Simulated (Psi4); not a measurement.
**CHF3: single-point calculation**

The run: single-point calculation of CHF3, SMILES FC(F)F. Method and program: SCS-MP2/cc-pVDZ-F12, RHF (Psi4 1.11).

The geometry comes from this level: GFN2-xTB.

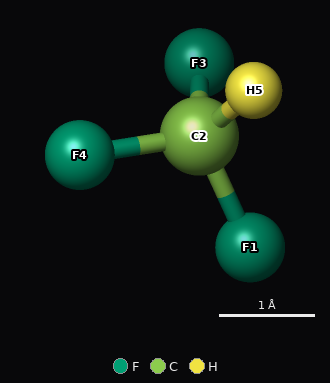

**Figure 1.** The structure (ball-and-stick view, seen at a tilt; atoms are numbered from 1 in the order of the input). Bond lengths as drawn: C–F 1.33 Å and C–H 1.10 Å.

**The input (calc.py)**
```python
import psi4

psi4.set_memory('1600 MB')
psi4.set_num_threads(1)
psi4.core.set_output_file('run.log', False)

with open('chf3.xyz') as f:
    atoms = ''.join(f.readlines()[2:])
molecule = psi4.geometry('0 1\n' + atoms + '')

options = {'basis': 'cc-pVDZ-F12', 'freeze_core': True, 'mp2_type': 'conv'}
psi4.set_options(options)

result = psi4.energy("scs-mp2")
print(f'scs-mp2 energy: {result:.10f} Eh')
```

**File chf3.xyz**
```
5
CHF3
F     -0.667670    -0.332390     1.075060
C      0.018950     0.054610     0.006800
F      1.042420    -0.774930    -0.157420
F     -0.771270    -0.038770    -1.056390
H      0.377570     1.091490     0.131950
```

Run on 1 thread of Intel Xeon (Granite Rapids), 12 GiB of memory available, shared host.

Launch command:
```bash
python calc.py
```

**Log**
```
=> Loading Basis Set <=

    Name: CC-PVDZ-F12
    Role: ORBITAL
    Keyword: BASIS

         ---------------------------------------------------------
                                   SCF
                              RHF Reference
                        1 Threads,   1525 MiB Core
         ---------------------------------------------------------

  ==> Geometry <==

    Molecular point group: c1
    Full point group: C1

    Geometry (in Angstrom), charge = 0, multiplicity = 1:

       Center              X                  Y                   Z               Mass
    ------------   -----------------  -----------------  -----------------  -----------------
         F           -0.568741112529    -0.046423411930     1.109650585143    18.998403162730
         C            0.117878887471     0.340576588070     0.041390585143    12.000000000000
         F            1.141348887471    -0.488963411930    -0.122829414857    18.998403162730
         F           -0.672341112529     0.247196588070    -1.021799414857    18.998403162730
         H            0.476498887471     1.377456588070     0.166540585143     1.007825032230

  Running in c1 symmetry.

  Rotational constants: A =      0.34820  B =      0.34814  C =      0.19125 [cm^-1]
  Rotational constants: A =  10438.85332  B =  10437.01953  C =   5733.48372 [MHz]
  Nuclear repulsion =  134.276546019310217

  Charge       = 0
  Multiplicity = 1
  Electrons    = 34
  Nalpha       = 17
  Nbeta        = 17

  ==> Algorithm <==

  SCF Algorithm Type is PK.
  DIIS enabled.
  MOM disabled.
  Fractional occupation disabled.
  Guess Type is SAD.
  Energy threshold   = 1.00e-08
  Density threshold  = 1.00e-08
  Integral threshold = 1.00e-12

  ==> Primary Basis <==

  Basis Set: CC-PVDZ-F12
    Blend: CC-PVDZ-F12
    Number of shells: 53
    Number of basis functions: 129
    Number of Cartesian functions: 137
    Spherical Harmonics?: true
    Max angular momentum: 2

  ==> Integral Setup <==

  Using in-core PK algorithm.
   Calculation information:
      Number of atoms:                   5
      Number of AO shells:              53
      Number of primitives:            115
      Number of atomic orbitals:       137
      Number of basis functions:       129

      Integral cutoff                 1.00e-12
      Number of threads:                 1

  Performing in-core PK
  Using 70316610 doubles for integral storage.
  We computed 997408 shell quartets total.
  Whereas there are 1024596 unique shell quartets.

  ==> DiskJK: Disk-Based J/K Matrices <==

    J tasked:                  Yes
    K tasked:                  Yes
    wK tasked:                  No
    Memory [MiB]:             1144
    Schwarz Cutoff:          1E-12

  Minimum eigenvalue in the overlap matrix is 1.0090278229E-03.
  Reciprocal condition number of the overlap matrix is 1.2373461208E-04.
    Using symmetric orthogonalization.

  ==> Pre-Iterations <==

  SCF Guess: Superposition of Atomic Densities via on-the-fly atomic UHF (no occupation information).

   -------------------------
    Irrep   Nso     Nmo
   -------------------------
     A        129     129
   -------------------------
    Total     129     129
   -------------------------

  ==> Iterations <==

                        Total Energy        Delta E     RMS |[F,P]|

   @RHF iter SAD:  -336.32722887437035   -3.36327e+02   0.00000e+00
   @RHF iter   1:  -336.81725873800099   -4.90030e-01   3.77377e-03 DIIS/ADIIS
   @RHF iter   2:  -336.87558279643963   -5.83241e-02   2.33560e-03 DIIS/ADIIS
   @RHF iter   3:  -336.89965817218348   -2.40754e-02   2.47583e-04 DIIS/ADIIS
   @RHF iter   4:  -336.90038525911166   -7.27087e-04   6.70197e-05 DIIS
   @RHF iter   5:  -336.90043830435866   -5.30452e-05   1.84693e-05 DIIS
   @RHF iter   6:  -336.90044390629953   -5.60194e-06   2.68751e-06 DIIS
   @RHF iter   7:  -336.90044403904062   -1.32741e-07   4.48956e-07 DIIS
   @RHF iter   8:  -336.90044404267417   -3.63355e-09   9.51332e-08 DIIS
   @RHF iter   9:  -336.90044404278314   -1.08969e-10   4.02692e-08 DIIS
   @RHF iter  10:  -336.90044404279490   -1.17666e-11   1.00197e-08 DIIS
   @RHF iter  11:  -336.90044404279712   -2.21689e-12   1.66495e-09 DIIS
  Energy and wave function converged.

  ==> Post-Iterations <==

    Orbital Energies [Eh]
    ---------------------

    Doubly Occupied:

       1A    -26.346857     2A    -26.346809     3A    -26.346685
       4A    -11.512857     5A     -1.743523     6A     -1.646388
       7A     -1.646209     8A     -0.993405     9A     -0.851823
      10A     -0.833014    11A     -0.832967    12A     -0.715823
      13A     -0.715767    14A     -0.672212    15A     -0.672132
      16A     -0.654631    17A     -0.595667

    Virtual:

      18A      0.056982    19A      0.077977    20A      0.077979
      21A      0.083903    22A      0.199387    23A      0.199407
      24A      0.229176    25A      0.233954    26A      0.233963
      27A      0.249003    28A      0.285906    29A      0.285915
      30A      0.296163    31A      0.301012    32A      0.340961
      33A      0.357171    34A      0.357277    35A      0.447252
      36A      0.447261    37A      0.500320    38A      0.594048
      39A      0.616713    40A      0.616859    41A      0.675661
      42A      0.823596    43A      0.823725    44A      0.887298
      45A      1.024946    46A      1.097198    47A      1.097258
      48A      1.118128    49A      1.118137    50A      1.158631
      51A      1.158720    52A      1.218063    53A      1.218138
      54A      1.231421    55A      1.253180    56A      1.256716
      57A      1.347178    58A      1.347210    59A      1.378678
      60A      1.674632    61A      1.704860    62A      1.704930
      63A      1.711750    64A      1.751925    65A      1.752095
      66A      1.949189    67A      1.949278    68A      2.070023
      69A      2.070118    70A      2.131021    71A      2.140726
      72A      2.381619    73A      2.381705    74A      2.403138
      75A      2.668722    76A      2.669096    77A      2.774405
      78A      2.925142    79A      2.983284    80A      2.983484
      81A      3.082795    82A      3.089818    83A      3.089851
      84A      3.264492    85A      3.395402    86A      3.395422
      87A      3.536803    88A      3.536852    89A      4.216450
      90A      4.880139    91A      4.891019    92A      4.891068
      93A      4.945750    94A      4.963459    95A      4.963512
      96A      5.319918    97A      5.715181    98A      5.715540
      99A      5.779999   100A      5.801780   101A      5.801881
     102A      5.812127   103A      5.878111   104A      5.878314
     105A      5.925984   106A      6.015794   107A      6.015826
     108A      6.147218   109A      6.180625   110A      6.180654
     111A      6.186981   112A      6.268455   113A      6.268553
     114A      8.430336   115A      9.467928   116A      9.468119
     117A      9.670855   118A     12.296947   119A     12.297139
     120A     12.771691   121A     20.998815   122A     20.998898
     123A     21.006548   124A     21.042968   125A     21.050135
     126A     21.050166   127A     21.462125   128A     21.540241
     129A     21.540671

    Final Occupation by Irrep:
              A
    DOCC [    17 ]
    NA   [    17 ]
    NB   [    17 ]

  @RHF Final Energy:  -336.90044404279712

   => Energetics <=

    Nuclear Repulsion Energy =            134.2765460193102172
    One-Electron Energy =                -736.1004397129549943
    Two-Electron Energy =                 264.9234496508476582
    Total Energy =                       -336.9004440427971190

Computation Completed

Properties will be evaluated at   0.000000,   0.000000,   0.000000 [a0]

Properties computed using the SCF density matrix

 Multipole Moments:

 ------------------------------------------------------------------------------------
     Multipole            Electronic (a.u.)      Nuclear  (a.u.)        Total (a.u.)
 ------------------------------------------------------------------------------------

 L = 1.  Multiply by 2.5417464519 to convert [e a0] to [Debye]
 Dipole X            :         -0.3067910            0.5407870            0.2339960
 Dipole Y            :         -0.8878313            1.5631890            0.6753577
 Dipole Z            :         -0.1065265            0.1891236            0.0825971
 Magnitude           :                                                    0.7195029

 ------------------------------------------------------------------------------------

	total time  =          4 seconds =       0.07 minutes
 MINTS: Wrapper to libmints.

   Calculation information:
      Number of threads:                 1
      Number of atoms:                   5
      Number of AO shells:              53
      Number of SO shells:              53
      Number of primitives:            115
      Number of atomic orbitals:       137
      Number of basis functions:       129

      Number of irreps:                  1
      Integral cutoff                 1.00e-12
      Number of functions per irrep: [ 129 ]

 OEINTS: Overlap, kinetic, potential, dipole, and quadrupole integrals
         stored in file 35.

      Computing two-electron integrals...done
      Computed 33074001 non-zero two-electron integrals.
        Stored in file 33.

  Module OCC Options:
  ----------------------------------------------------------------------------
  ACTIVE                        => (empty)
  BASIS_RELATIVISTIC            => (empty)
  BENCH                         => (empty)
  CACHELEVEL                    => (empty)
  CCL_ENERGY                    => (empty)
  CC_MAXITER                    => (empty)
  CC_TYPE                       => (empty)
  CEPA_OS_SCALE                 => (empty)
  CEPA_SOS_SCALE                => (empty)
  CEPA_SS_SCALE                 => (empty)
  CEPA_TYPE                     => (empty)
  CI_TYPE                       => (empty)
  CUBEPROP_BASIS_FUNCTIONS      => (empty)
  CUBEPROP_FILEPATH             => (empty)
  CUBEPROP_ISOCONTOUR_THRESHOLD => (empty)
  CUBEPROP_ORBITALS             => (empty)
  CUBEPROP_TASKS                => (empty)
  CUBIC_BASIS_TOLERANCE         => (empty)
  CUBIC_BLOCK_MAX_POINTS        => (empty)
  CUBIC_GRID_OVERAGE            => (empty)
  CUBIC_GRID_SPACING            => (empty)
  CUTOFF                        => (empty)
  DDX                           => (empty)
  DEBUG                         => (empty)
  DERTYPE                       => (empty)
  DF_BASIS_CC                   => (empty)
  DIE_IF_NOT_CONVERGED          => (empty)
  DIIS_MAX_VECS                 => (empty)
  DIIS_MIN_VECS                 => (empty)
  DKH_ORDER                     => (empty)
  DOCC                          => (empty)
  DO_DIIS                       => (empty)
  DO_LEVEL_SHIFT                => (empty)
  DO_SCS                        => (empty)
  DO_SOS                        => (empty)
  E3_SCALE                      => (empty)
  EA_POLES                      => (empty)
  EKT_EA                        => (empty)
  EKT_IP                        => (empty)
  EP_EA_POLES                   => (empty)
  EP_IP_POLES                   => (empty)
  EP_MAXITER                    => (empty)
  EXTERNAL_POTENTIAL_SYMMETRY   => (empty)
  E_CONVERGENCE                 => 1e-06           !
  FREEZE_CORE                   => 1               !
  FREEZE_CORE_POLICY            => (empty)
  FROZEN_DOCC                   => (empty)
  FROZEN_UOCC                   => (empty)
  INTEGRAL_PACKAGE              => (empty)
  IP_POLES                      => (empty)
  LEVEL_SHIFT                   => (empty)
  LITERAL_CFOUR                 => (empty)
  LS_THC_BASIS_TOLERANCE        => (empty)
  LS_THC_DF                     => (empty)
  LS_THC_PRUNING_SCHEME         => (empty)
  LS_THC_RADIAL_POINTS          => (empty)
  LS_THC_SPHERICAL_POINTS       => (empty)
  LS_THC_S_EPSILON              => (empty)
  LS_THC_WEIGHTS_TOLERANCE      => (empty)
  MAT_NUM_COLUMN_PRINT          => (empty)
  MAX_MOGRAD_CONVERGENCE        => (empty)
  MAX_RADIAL_MOMENT             => (empty)
  MBIS_D_CONVERGENCE            => (empty)
  MBIS_MAXITER                  => (empty)
  MBIS_PRUNING_SCHEME           => (empty)
  MBIS_RADIAL_POINTS            => (empty)
  MBIS_SPHERICAL_POINTS         => (empty)
  MOGRAD_DAMPING                => (empty)
  MOLDEN_WITH_VIRTUAL           => (empty)
  MO_MAXITER                    => (empty)
  MO_READ                       => (empty)
  MO_STEP_MAX                   => (empty)
  MO_WRITE                      => (empty)
  MP2_OS_SCALE                  => (empty)
  MP2_SOS_SCALE                 => (empty)
  MP2_SOS_SCALE2                => (empty)
  MP2_SS_SCALE                  => (empty)
  MP2_TYPE                      => CONV            !
  MP_TYPE                       => (empty)
  NAT_ORBS                      => (empty)
  NUM_FROZEN_DOCC               => (empty)
  NUM_FROZEN_UOCC               => (empty)
  NUM_GPUS                      => (empty)
  OCC_ORBS_PRINT                => (empty)
  OEPROP                        => (empty)
  OPT_METHOD                    => (empty)
  ORBITAL_OPTIMIZER_PACKAGE     => (empty)
  ORB_OPT                       => FALSE           !
  ORB_RESP_SOLVER               => (empty)
  ORTH_TYPE                     => (empty)
  OS_SCALE                      => (empty)
  PARENT_SYMMETRY               => (empty)
  PCG_BETA_TYPE                 => (empty)
  PCG_CONVERGENCE               => (empty)
  PCG_MAXITER                   => (empty)
  PCM                           => (empty)
  PE                            => (empty)
  PRINT                         => (empty)
  PRINT_NOONS                   => (empty)
  PROPERTIES                    => (empty)
  PROPERTIES_ORIGIN             => (empty)
  PUREAM                        => (empty)
  QC_MODULE                     => (empty)
  RAS1                          => (empty)
  RAS2                          => (empty)
  RAS3                          => (empty)
  RAS4                          => (empty)
  RELATIVISTIC                  => (empty)
  RELAXED                       => (empty)
  REMP_A                        => (empty)
  RESTRICTED_DOCC               => (empty)
  RESTRICTED_UOCC               => (empty)
  RMS_MOGRAD_CONVERGENCE        => (empty)
  R_CONVERGENCE                 => (empty)
  SCF_TYPE                      => (empty)
  SCREENING                     => (empty)
  SCS_TYPE                      => (empty)
  SOCC                          => (empty)
  SOS_TYPE                      => (empty)
  SPIN_SCALE_TYPE               => SCS             !
  SS_SCALE                      => (empty)
  SYMMETRIZE                    => (empty)
  TPDM_ABCD_TYPE                => (empty)
  WFN                           => (empty)
  WFN_TYPE                      => OMP2            !
  WRITER_FILE_LABEL             => (empty)
  ZORA_BASIS_TOLERANCE          => (empty)
  ZORA_NR_DEBUG                 => (empty)
  ZORA_PRUNING_SCHEME           => (empty)
  ZORA_RADIAL_POINTS            => (empty)
  ZORA_SPHERICAL_POINTS         => (empty)

 ==============================================================================
 ==============================================================================
 ==============================================================================

                             MP2

 ==============================================================================
 ==============================================================================
 ==============================================================================

	MO spaces per irreps...

	IRREP   FC    OCC   VIR  FV
	==============================
	   A     4    13   112    0
	==============================

	Memory is   1600 MB
	Cost of iabc is    176 MB
	Cost of abcd is   1200 MB
	Switching to the incore algorithm for iabc..
	Switching to the incore algorithm for abcd..

	Computing MP2 energy using SCF MOs (Canonical MP2)...
	==============================================================================
	Nuclear Repulsion Energy (a.u.)    :   134.27654601931022
	SCF Energy (a.u.)                  :  -336.90044404279712
	REF Energy (a.u.)                  :  -336.90044404279712
	Alpha-Alpha Contribution (a.u.)    :    -0.11302225238503
	Alpha-Beta Contribution (a.u.)     :    -0.60762363434331
	Beta-Beta Contribution (a.u.)      :    -0.11302225238503
	Scaled_SS Correlation Energy (a.u.):    -0.07534816825669
	Scaled_OS Correlation Energy (a.u.):    -0.72914836121197
	SCS-MP2 Total Energy (a.u.)        :  -337.70494057226580
	SOS-MP2 Total Energy (a.u.)        :  -337.62959240400909
	SCSN-MP2 Total Energy (a.u.)       :  -337.29828237119244
	SCS-MP2-VDW Total Energy (a.u.)    :  -337.79122454714155
	SOS-PI-MP2 Total Energy (a.u.)     :  -337.75111713087773
	MP2 Correlation Energy (a.u.)      :    -0.83366813911338
	MP2 Total Energy (a.u.)            :  -337.73411218191052
	==============================================================================

	total time  =          4 seconds =       0.07 minutes
```

**Standard output**
```
scs-mp2 energy: -337.7049405723 Eh
```

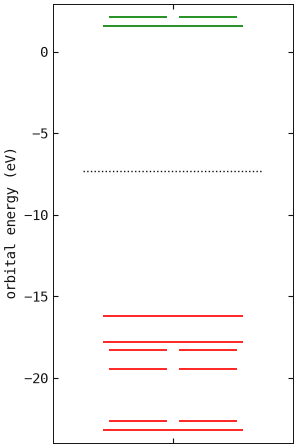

**Figure 2.** Orbital energies near the frontier (SCF reference); the dotted line parts filled from empty levels, and levels within 0.02 eV of each other stand side by side. Highest filled −16.21 eV, lowest empty 1.55 eV, 17.76 eV apart.

**Summary**

| quantity | value |
| --- | --- |
| outcome | converged |
| total energy | −337.704941 hartree |
| SCF energy | −336.900444 hartree |
| MP2 energy | −337.734112 hartree |
| correlation energy | −0.804497 hartree |
| basis functions | 129 |
| HOMO of the SCF reference | −16.21 eV |
| LUMO of the SCF reference | 1.55 eV |
| wall time | 11 s |
| peak memory | 1 GiB |
